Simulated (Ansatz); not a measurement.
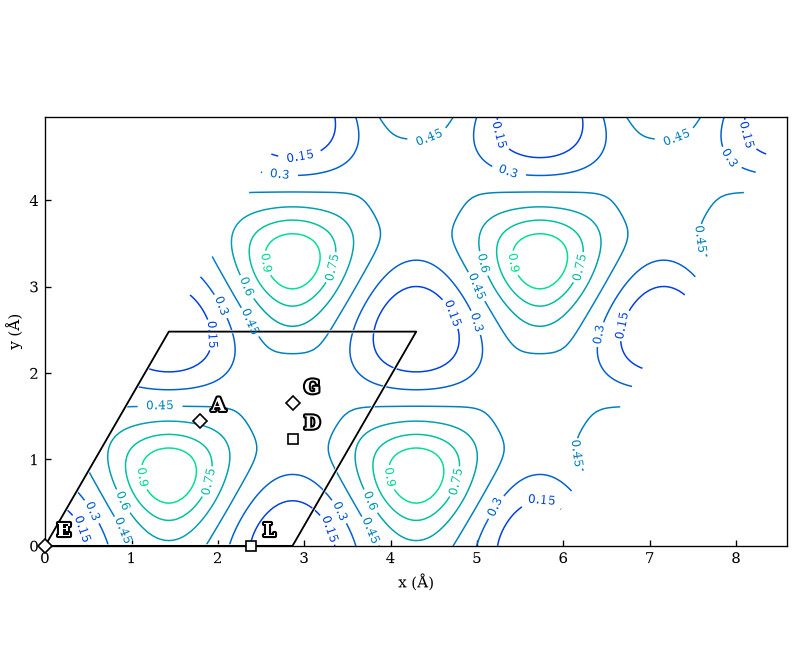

Ti (P6_3/mmc, No. 194; 6 atoms in the cell). 
- Gamma surface: rigid slide across a plane, one fault a cell; the plane is (0 0 1) of the conventional cell.
- Places are given modulo a cell vector. The map is drawn in real space over the plane of the slide.
- Nothing is relaxed (rigid halves, spacing across the cut fixed).
- Grid: 12 × 12 points; 31 points were computed and 113 follow by symmetry.
- All energies are given in J/m² relative to the lowest grid point.
- These are results of DFT LDA, scalar-relativistic, plane waves, PAW (Ansatz), not measurements. Settings: cutoff 520 eV, k-mesh 17×17×4 in the order of the run's cell vectors, gaussian smearing 0.15 eV, no spin polarisation.

In the figure: contour lines labelled in J/m², the outline of one cell of the 2 × 2 shown, lettered points. Between grid points the surface is interpolated.

### Is G the lowest point of the computed grid?

No. G lies 0.31 J/m² above the lowest grid point, which is at (0/12, 0/12) of the cell vectors. It is a local minimum.

### Rank the lettered points by energy, lowest first.

E (0.00 J/m²), L (0.14 J/m²), G (0.31 J/m²), D (0.37 J/m²), A (0.57 J/m²).

### What kind of point is each of A, E, G, L: minimum, saddle, maximum or slope?

A: on a slope; E: minimum; G: minimum; L: on a slope. (In these two coordinates alone; a stationary point may lie a little off the grid point.)

PAW datasets: the set soft_1.
